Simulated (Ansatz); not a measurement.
## Nudged elastic band of GeSi16 (part 2 of 2)

Continued. System: GeSi16 (defect cell, 17 atoms in the cell). Method: DFT PBEsol, scalar-relativistic, plane waves, PAW, PAW set soft_1, no spin polarisation (Ansatz 0.2.0); cutoff 420 eV, 2×2×2 k-mesh, Gaussian smearing of 0.05 eV. It belongs to a series of runs on one base structure; here: band between the two ends.

Geometry of the input (Å; fractional positions):
```
0.0000  5.4300  5.4300
5.4300  0.0000  5.4300
5.4300  5.4300  0.0000
Si -0.0121  0.0042  0.0037
Si 0.1200  0.1297  0.1292
Si 0.0004  -0.0021  0.5006
Si 0.1202  0.1297  0.6204
Si 0.0002  0.5011  -0.0024
Si 0.1200  0.6211  0.1292
Si 0.0004  0.5011  0.5006
Si 0.1248  0.6252  0.6249
Si 0.5031  0.0043  0.0033
Si 0.6242  0.1256  0.1245
Si 0.5035  0.0042  0.4882
Si 0.6291  0.1297  0.6202
Si 0.5031  0.4893  0.0033
Si 0.6288  0.6211  0.1290
Si 0.4975  0.5011  0.5004
Si 0.6291  0.6210  0.6202
Ge 0.3742  0.8756  0.8745
```

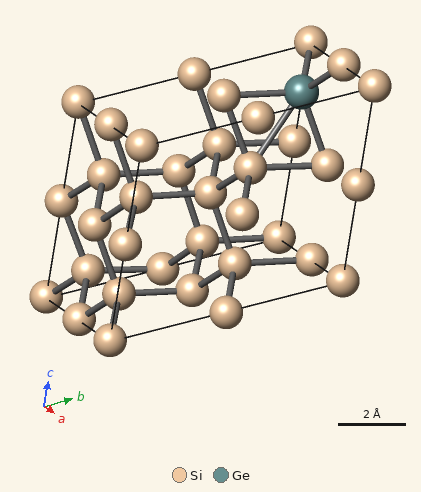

**Figure 1.** The starting structure (ball-and-stick view of the cell of the calculation, seen slightly off an axis). An atom can appear more than once, as a periodic image.

**Output, continued**
```
--- Forces (eV/Å), atoms counted from 1 ---
  atom   1  Si     0.00946978    -0.00713739    -0.00862491
  atom   2  Si     0.01191909     0.02122268     0.02405828
  atom   3  Si    -0.00591253     0.00453209    -0.01177454
  atom   4  Si    -0.02190618    -0.01165358     0.02280583
[...]
  atom   5  Si    -0.00561835    -0.01357072     0.00292552
  atom   6  Si    -0.02744560     0.02489917    -0.01021550
  atom   7  Si     0.01148428     0.00801376     0.00497418
  atom   8  Si     0.00557325    -0.00377339    -0.00971967
  atom   9  Si    -0.02712793    -0.00415285    -0.00881937
  atom  10  Si     0.00225192    -0.00437786     0.00185486
  atom  11  Si     0.00940685     0.03167447    -0.00584295
  atom  12  Si     0.02038470    -0.02513791    -0.00340645
  atom  13  Si     0.01149488     0.00043269     0.03143307
  atom  14  Si     0.01521660    -0.01165237    -0.02101765
  atom  15  Si    -0.01777025     0.01445415     0.01442958
  atom  16  Si     0.00297097    -0.02261683    -0.01934920
  atom  17  Ge     0.00560145    -0.00115533    -0.00368808
  max |Σ_I F_I| component: 2.30e-5 eV/Å
--- Band table (eV; the first three rows and the last of 8) ---
  k-point 0: bands = ["-17.4506", "-17.4506", "-17.3289", "-17.3288", "-17.3230", "-5.8015", "-3.4205", "-3.0027", "-2.9997", "-2.8500", "-2.2245", "-1.2743", "-1.1323", "-1.1302", "-0.9990", "-0.9971", "-0.8211", "-0.2132", "-0.0782", "-0.0763", "3.0760", "3.3473", "3.3475", "4.0767", "4.0770", "4.2204", "4.6347", "5.0887", "5.0902", "5.3576", "5.5890", "5.5900", "5.7056", "5.7076", "5.9654", "6.2201", "6.7866", "6.8031", "6.8059", "7.2244", "7.2272", "7.5570", "7.5583", "8.0793", "8.1046", "8.2535", "8.2546", "8.4858", "8.4887", "9.1013", "9.3901", "9.6924", "9.8056", "9.8061", "9.8946", "9.8949"]
  k-point 1: bands = ["-17.4506", "-17.4506", "-17.3289", "-17.3288", "-17.3230", "-5.3901", "-4.4455", "-3.1049", "-2.8006", "-2.6166", "-2.4664", "-2.4348", "-2.3136", "-0.3796", "-0.1149", "0.2527", "0.4527", "0.5304", "0.5911", "1.4726", "2.5551", "2.6162", "2.8183", "2.9913", "3.2494", "3.3485", "3.3639", "4.2853", "4.3151", "4.4724", "4.5962", "4.6792", "4.8650", "5.6759", "5.9242", "5.9396", "6.0161", "6.5167", "6.9773", "7.5432", "8.0302", "8.1702", "8.3649", "8.6014", "8.6541", "9.7596", "9.7630", "10.0086", "10.1413", "10.2830", "10.6168", "10.8114", "10.8876", "10.9086", "11.3256", "11.4596"]
  k-point 2: bands = ["-17.4506", "-17.4506", "-17.3289", "-17.3288", "-17.3230", "-5.3900", "-4.4459", "-3.1051", "-2.7995", "-2.6169", "-2.4657", "-2.4355", "-2.3131", "-0.3792", "-0.1159", "0.2521", "0.4513", "0.5304", "0.5909", "1.4726", "2.5557", "2.6167", "2.8189", "2.9927", "3.2490", "3.3497", "3.3647", "4.2862", "4.3148", "4.4718", "4.5956", "4.6785", "4.8646", "5.6775", "5.9245", "5.9391", "6.0153", "6.5164", "6.9772", "7.5418", "8.0299", "8.1689", "8.3646", "8.6015", "8.6538", "9.7601", "9.7619", "10.0081", "10.1429", "10.2836", "10.6164", "10.8110", "10.8856", "10.9089", "11.3267", "11.4596"]
  k-point 7: bands = ["-17.4506", "-17.4506", "-17.3289", "-17.3288", "-17.3230", "-5.3896", "-4.4473", "-3.1052", "-2.7975", "-2.6177", "-2.4649", "-2.4351", "-2.3137", "-0.3790", "-0.1165", "0.2521", "0.4498", "0.5309", "0.5907", "1.4713", "2.5551", "2.6169", "2.8189", "2.9947", "3.2489", "3.3501", "3.3655", "4.2876", "4.3152", "4.4713", "4.5949", "4.6770", "4.8647", "5.6786", "5.9247", "5.9402", "6.0137", "6.5167", "6.9783", "7.5402", "8.0302", "8.1678", "8.3643", "8.6020", "8.6537", "9.7602", "9.7632", "10.0078", "10.1423", "10.2827", "10.6163", "10.8117", "10.8839", "10.9085", "11.3278", "11.4586"]
this run last wrote the band of iteration 8 to [file]
--- NEB band (9 images, 8 band iterations, 394 SCF iterations) ---
  forward barrier  = 0.323634 eV
  backward barrier = 0.323539 eV
  lagrangian_above_aufbau_ev (what the smearing adds, to first order; not taken off the barriers): saddle image -0.005181 eV, end points -0.006902 and -0.006772 eV
  climbing image's point = of an order that was not read
  energies are F+E_penalty+E_count in eV, relative to image 0
  image     s (Å)  Δ vs image 0  max|band force component| (eV/Å)
      0    0.0000      0.000000                                 —
      1    0.4176      0.055735                          9.608e-3
      2    0.8352      0.221960                          1.309e-2
      3    1.2530      0.301802                          3.418e-2
      4    1.6711      0.320741                          2.102e-2
  *   5    2.0891      0.323634                          3.027e-2
      6    2.5772      0.283004                          8.352e-3
      7    3.0654      0.075184                          5.770e-3
      8    3.5534      0.000094                                 —
  climbing-image geometry (image 5):
  cell:  # Å, volume = 320.2060 Å³
    - [0.0, 5.43, 5.43]
    - [5.43, 0.0, 5.43]
    - [5.43, 5.43, 0.0]
  atoms:
    - { symbol: Si, position: [0.06221292997334159, -0.020131198769002757, -0.02126323494667368] }
    - { symbol: Si, position: [0.14173337377102874, 0.12482556620058759, 0.12396474911404218] }
    - { symbol: Si, position: [-0.008769223030600782, 0.01965938565123183, 0.49442851379143304] }
    - { symbol: Si, position: [0.14183259489561018, 0.12489251590801664, 0.6090391493470508] }
    - { symbol: Si, position: [-0.008764022055846893, 0.4953254862019565, 0.018759208364190955] }
    - { symbol: Si, position: [0.14158555553894106, 0.610221993313536, 0.12396526891191889] }
    - { symbol: Si, position: [-0.008774793040286916, 0.49536904423543826, 0.49440225040951424] }
    - { symbol: Si, position: [0.04492951624631991, 0.6522392088801047, 0.6512862981378735] }
    - { symbol: Si, position: [0.5132677286827729, 0.008270556464231638, 0.007418316422481197] }
    - { symbol: Si, position: [0.6857226011443263, 0.10511007088958596, 0.10441651209695318] }
    - { symbol: Si, position: [0.513354021359959, 0.008064407434641041, 0.4707205460695439] }
    - { symbol: Si, position: [0.6182362109225761, 0.16403076815705014, 0.6088116697254482] }
    - { symbol: Si, position: [0.5131158239885881, 0.4714398664870111, 0.007425641269411143] }
    - { symbol: Si, position: [0.6182274884532495, 0.60946214426287, 0.16348483607660946] }
    - { symbol: Si, position: [0.42608149221097236, 0.5249586374568097, 0.524377890120892] }
    - { symbol: Si, position: [0.618259924866266, 0.6092496290938886, 0.6087207625689528] }
    - { symbol: Ge, position: [0.5970385323227828, 0.8012416931320431, 0.8006898537703594] }
```

**The last band as extended XYZ (Å, eV, eV/Å)**
```
17
Lattice="0.0000 5.4300 5.4300 5.4300 0.0000 5.4300 5.4300 5.4300 0.0000" Properties=species:S:1:pos:R:3:forces:R:3 image=0 energy=-14193.31426
Si    0.0429   -0.0453   -0.0428   -0.0006  -0.0003   0.0006
Si    1.4062    1.3534    1.3560   -0.0003  -0.0001   0.0011
Si    2.7067    2.7205   -0.0093   -0.0004   0.0007  -0.0005
Si    4.0732    4.0213    1.3569   -0.0002  -0.0007   0.0002
Si    2.7079   -0.0117    2.7222   -0.0012  -0.0025   0.0012
Si    4.0741    1.3533    4.0239   -0.0011  -0.0001   0.0003
Si    5.4393    2.7204    2.7233    0.0005   0.0007   0.0004
Si    6.7878    4.0707    4.0723    0.0002  -0.0010  -0.0001
Si    0.0414    2.7499    2.7553   -0.0015   0.0017  -0.0012
Si    1.3584    4.0658    4.0718   -0.0002   0.0020   0.0002
Si    2.6737    5.3850    2.7564    0.0005  -0.0002  -0.0006
Si    4.0720    6.7836    4.1200    0.0011  -0.0004  -0.0006
Si    2.6748    2.7498    5.3887    0.0012   0.0017   0.0015
Si    4.0729    4.1146    6.7872    0.0002  -0.0014  -0.0001
Si    5.4378    5.4186    5.4223    0.0016  -0.0027  -0.0016
Si    6.7401    6.7836    6.7880    0.0006  -0.0004  -0.0011
Ge    9.5034    6.7807    6.7867   -0.0004   0.0030   0.0003
17
Lattice="0.0000 5.4300 5.4300 5.4300 0.0000 5.4300 5.4300 5.4300 0.0000" Properties=species:S:1:pos:R:3:forces:R:3 image=1 energy=-14193.25852
Si   -0.0615    0.0611    0.0592    0.0675  -0.0692  -0.0633
Si    1.3957    1.3835    1.3896   -0.0134  -0.0049  -0.0072
Si    2.7431    2.6838    0.0033   -0.0275   0.0284   0.0033
Si    4.0433    4.0339    1.3880    0.0052   0.0125  -0.0064
Si    2.7410   -0.0050    2.6889   -0.0228   0.0034   0.0244
Si    4.0407    1.3845    4.0322    0.0059  -0.0049   0.0137
Si    5.4292    2.6847    2.6879   -0.0040   0.0247   0.0254
Si    6.8650    3.9898    3.9969   -0.0481   0.0475   0.0488
Si    0.0689    2.7868    2.7975   -0.0384  -0.0088  -0.0202
Si    1.2554    4.1743    4.1741    0.0597  -0.0616  -0.0557
Si    2.6383    5.3620    2.7947    0.0134   0.0352  -0.0183
Si    4.1117    6.7449    4.1400   -0.0275   0.0280   0.0027
Si    2.6346    2.7874    5.3592    0.0207  -0.0149   0.0449
Si    4.1105    4.1319    6.7490   -0.0251   0.0009   0.0288
Si    5.5169    5.3393    5.3441   -0.0405   0.0375   0.0447
Si    6.7225    6.7455    6.7488   -0.0020   0.0261   0.0281
Ge    9.3869    6.9033    6.9047    0.0769  -0.0797  -0.0937
17
Lattice="0.0000 5.4300 5.4300 5.4300 0.0000 5.4300 5.4300 5.4300 0.0000" Properties=species:S:1:pos:R:3:forces:R:3 image=2 energy=-14193.09230
Si   -0.1774    0.1765    0.1769    0.1110  -0.1109  -0.1182
Si    1.4046    1.4072    1.4133   -0.0449  -0.0047   0.0002
Si    2.7752    2.6523   -0.0001   -0.0233   0.0233   0.0307
Si    4.0197    4.0253    1.4118    0.0052   0.0425   0.0014
Si    2.7729   -0.0087    2.6568   -0.0171   0.0346   0.0250
Si    4.0174    1.4079    4.0238    0.0011   0.0010   0.0483
Si    5.4333    2.6537    2.6560   -0.0342   0.0168   0.0251
Si    6.9217    3.9338    3.9413   -0.0606   0.0594   0.0546
Si    0.1159    2.8184    2.8319   -0.1426  -0.0111  -0.0321
Si    1.1576    4.2727    4.2712    0.0798  -0.0824  -0.0719
Si    2.6070    5.3145    2.8280    0.0183   0.1456  -0.0317
Si    4.1485    6.7070    4.1498   -0.0174   0.0200   0.0543
Si    2.6005    2.8211    5.3137    0.0285  -0.0254   0.1389
Si    4.1484    4.1440    6.7117   -0.0201   0.0441   0.0287
Si    5.5695    5.2873    5.2924   -0.0527   0.0533   0.0520
Si    6.7126    6.7072    6.7128   -0.0468   0.0241   0.0250
Ge    9.2443    7.0488    7.0464    0.2160  -0.2303  -0.2305
17
Lattice="0.0000 5.4300 5.4300 5.4300 0.0000 5.4300 5.4300 5.4300 0.0000" Properties=species:S:1:pos:R:3:forces:R:3 image=3 energy=-14193.01246
Si   -0.2766    0.2757    0.2766    0.0115  -0.0096  -0.0135
Si    1.4251    1.4218    1.4287   -0.0140   0.0093   0.0041
Si    2.7844    2.6431   -0.0183   -0.0042   0.0031  -0.0155
Si    4.0061    4.0042    1.4268   -0.0089   0.0106   0.0080
Si    2.7817   -0.0264    2.6490   -0.0018  -0.0091   0.0000
Si    4.0032    1.4228    4.0034    0.0001   0.0030   0.0172
Si    5.4520    2.6446    2.6480    0.0129   0.0016   0.0000
Si    6.9497    3.9061    3.9134   -0.0161   0.0132   0.0209
Si    0.2072    2.8436    2.8588   -0.0048  -0.0084  -0.0274
Si    1.0906    4.3392    4.3407   -0.0071   0.0012   0.0063
Si    2.5829    5.2223    2.8556    0.0157   0.0066  -0.0295
Si    4.1568    6.6972    4.1200    0.0069  -0.0009  -0.0030
Si    2.5764    2.8465    5.2212    0.0088  -0.0055  -0.0037
Si    4.1604    4.1206    6.7041    0.0087  -0.0131  -0.0017
Si    5.5984    5.2595    5.2628   -0.0272   0.0309   0.0236
Si    6.7393    6.6950    6.7065    0.0078  -0.0031  -0.0049
Ge    9.0636    7.2307    7.2195    0.0118  -0.0298   0.0191
17
Lattice="0.0000 5.4300 5.4300 5.4300 0.0000 5.4300 5.4300 5.4300 0.0000" Properties=species:S:1:pos:R:3:forces:R:3 image=4 energy=-14192.99352
Si   -0.3066    0.3044    0.3086    0.0117  -0.0108  -0.0103
Si    1.3976    1.4459    1.4495   -0.0135   0.0001   0.0015
Si    2.8048    2.6235    0.0141   -0.0051   0.0042  -0.0158
Si    3.9818    4.0309    1.4499    0.0008   0.0119   0.0010
Si    2.8044    0.0099    2.6270   -0.0027  -0.0170   0.0051
Si    3.9829    1.4451    4.0338   -0.0029   0.0023   0.0128
Si    5.4178    2.6238    2.6270    0.0184   0.0028   0.0051
Si    7.0397    3.8183    3.8225   -0.0007  -0.0002  -0.0026
Si    0.1504    2.8449    2.8505   -0.0049   0.0100   0.0029
Si    1.0782    4.3492    4.3543    0.0138  -0.0119  -0.0124
Si    2.5825    5.2781    2.8505   -0.0092   0.0038   0.0061
Si    4.1914    6.6664    4.1819    0.0049  -0.0051  -0.0022
Si    2.5824    2.8447    5.2810   -0.0050   0.0070   0.0100
Si    4.1910    4.1770    6.6707    0.0071  -0.0040  -0.0062
Si    5.6690    5.1892    5.1936    0.0035  -0.0048  -0.0012
Si    6.6810    6.6667    6.6711    0.0020  -0.0048  -0.0059
Ge    8.8825    7.4061    7.4102   -0.0182   0.0166   0.0121
17
Lattice="0.0000 5.4300 5.4300 5.4300 0.0000 5.4300 5.4300 5.4300 0.0000" Properties=species:S:1:pos:R:3:forces:R:3 image=5 energy=-14192.99062
Si   -0.2248    0.2224    0.2285    0.0095  -0.0071  -0.0086
Si    1.3509    1.4427    1.4474    0.0119   0.0212   0.0241
Si    2.7915    2.6371    0.0591   -0.0059   0.0045  -0.0118
Si    3.9852    4.0772    1.4483   -0.0219  -0.0117   0.0228
Si    2.7915    0.0543    2.6420   -0.0056  -0.0136   0.0029
Si    3.9866    1.4419    4.0823   -0.0274   0.0249  -0.0102
Si    5.3745    2.6370    2.6422    0.0115   0.0080   0.0050
Si    7.0781    3.7805    3.7856    0.0056  -0.0038  -0.0097
Si    0.0852    2.8273    2.8320   -0.0271  -0.0042  -0.0088
Si    1.1377    4.2905    4.2942    0.0023  -0.0044   0.0019
Si    2.5998    5.3435    2.8313    0.0094   0.0317  -0.0058
Si    4.1965    6.6629    4.2477    0.0204  -0.0251  -0.0034
Si    2.6002    2.8265    5.3461    0.0115   0.0004   0.0314
Si    4.1971    4.2447    6.6664    0.0152  -0.0117  -0.0210
Si    5.6979    5.1610    5.1641   -0.0178   0.0145   0.0144
Si    6.6136    6.6625    6.6654    0.0030  -0.0226  -0.0193
Ge    8.6985    7.5897    7.5927    0.0056  -0.0012  -0.0037
17
Lattice="0.0000 5.4300 5.4300 5.4300 0.0000 5.4300 5.4300 5.4300 0.0000" Properties=species:S:1:pos:R:3:forces:R:3 image=6 energy=-14193.03125
Si   -0.1761    0.1744    0.1801    0.0712  -0.0696  -0.0713
Si    1.3648    1.4289    1.4353    0.0278  -0.0236  -0.0297
Si    2.7788    2.6505    0.0428   -0.0002  -0.0006  -0.0389
Si    3.9990    4.0645    1.4358    0.0247  -0.0273  -0.0304
Si    2.7793    0.0353    2.6543   -0.0027  -0.0332   0.0024
Si    3.9996    1.4287    4.0683    0.0234  -0.0238  -0.0252
Si    5.3924    2.6506    2.6550    0.0333   0.0030   0.0020
Si    6.9881    3.8708    3.8762   -0.0864   0.0854   0.0902
Si    0.0944    2.8120    2.8145    0.0197  -0.0264  -0.0248
Si    1.1780    4.2502    4.2539    0.0649  -0.0650  -0.0576
Si    2.6166    5.3345    2.8151    0.0259  -0.0164  -0.0242
Si    4.1914    6.6700    4.1851    0.0034  -0.0067  -0.0795
Si    2.6182    2.8117    5.3371    0.0237  -0.0250  -0.0181
Si    4.1897    4.1791    6.6715    0.0039  -0.0907  -0.0038
Si    5.6447    5.2140    5.2187   -0.0542   0.0519   0.0481
Si    6.6777    6.6710    6.6705    0.0903  -0.0062  -0.0036
Ge    8.4532    7.8329    7.8405   -0.2687   0.2745   0.2644
17
Lattice="0.0000 5.4300 5.4300 5.4300 0.0000 5.4300 5.4300 5.4300 0.0000" Properties=species:S:1:pos:R:3:forces:R:3 image=7 energy=-14193.23907
Si   -0.0954    0.0947    0.0997    0.0561  -0.0534  -0.0578
Si    1.3621    1.3914    1.3958    0.0047  -0.0309  -0.0312
Si    2.7509    2.6791    0.0381   -0.0113   0.0086  -0.0105
Si    4.0377    4.0680    1.3961    0.0316  -0.0046  -0.0331
Si    2.7516    0.0336    2.6824   -0.0111  -0.0056   0.0121
Si    4.0385    1.3910    4.0721    0.0283  -0.0297  -0.0021
Si    5.3949    2.6787    2.6827    0.0064   0.0093   0.0128
Si    6.8630    3.9964    3.9994   -0.0688   0.0688   0.0727
Si    0.0718    2.7621    2.7663   -0.0093  -0.0399  -0.0353
Si    1.2524    4.1768    4.1807    0.0541  -0.0552  -0.0486
Si    2.6669    5.3581    2.7664    0.0380   0.0111  -0.0348
Si    4.1576    6.7029    4.1450   -0.0165   0.0154  -0.0307
Si    2.6673    2.7620    5.3624    0.0369  -0.0389   0.0097
Si    4.1573    4.1395    6.7081   -0.0152  -0.0309   0.0105
Si    5.5451    5.3130    5.3182   -0.0564   0.0544   0.0565
Si    6.7174    6.7026    6.7072    0.0334   0.0147   0.0108
Ge    8.2801    8.0069    8.0134   -0.1009   0.1066   0.0991
17
Lattice="0.0000 5.4300 5.4300 5.4300 0.0000 5.4300 5.4300 5.4300 0.0000" Properties=species:S:1:pos:R:3:forces:R:3 image=8 energy=-14193.31416
Si    0.0001   -0.0005    0.0029   -0.0004   0.0008  -0.0054
Si    1.3486    1.3479    1.3518    0.0075   0.0067   0.0087
Si    2.7152    2.7144    0.0516   -0.0004   0.0010  -0.0152
Si    4.0818    4.0811    1.3517   -0.0071  -0.0078   0.0090
Si    2.7147    0.0478    2.7185    0.0008  -0.0040  -0.0052
Si    4.0811    1.3486    4.0843   -0.0061   0.0060  -0.0022
Si    5.3818    2.7149    2.7185    0.0049  -0.0003  -0.0052
Si    6.7449    4.1148    4.1156    0.0014  -0.0029   0.0158
Si    0.0486    2.7140    2.7186   -0.0049   0.0020  -0.0055
Si    1.3491    4.0805    4.0844    0.0068  -0.0068  -0.0022
Si    2.7156    5.3810    2.7186   -0.0015   0.0059  -0.0056
Si    4.1159    6.7439    4.1162    0.0017  -0.0034   0.0182
Si    2.7151    2.7145    5.3864   -0.0002   0.0007   0.0016
Si    4.1123    4.1119    6.7513   -0.0023  -0.0045   0.0115
Si    5.4304    5.4288    5.4376   -0.0007   0.0021  -0.0135
Si    6.7476    6.7472    6.7509    0.0035   0.0012   0.0121
Ge    8.1457    8.1435    8.1544   -0.0030   0.0035  -0.0171
```

**Results in brief**

```tsv
quantity	value
outcome	converged
barrier, forward	0.324 eV
barrier, backward	0.324 eV
electrons treated	78
wall time	6.3 min
peak memory	0.94 GiB
```

**Notes**

The program warns: the PAW datasets were made with another functional. The k-point mesh is coarse for a cell of this size, so the results may not be converged. The order of the saddle point was not checked.
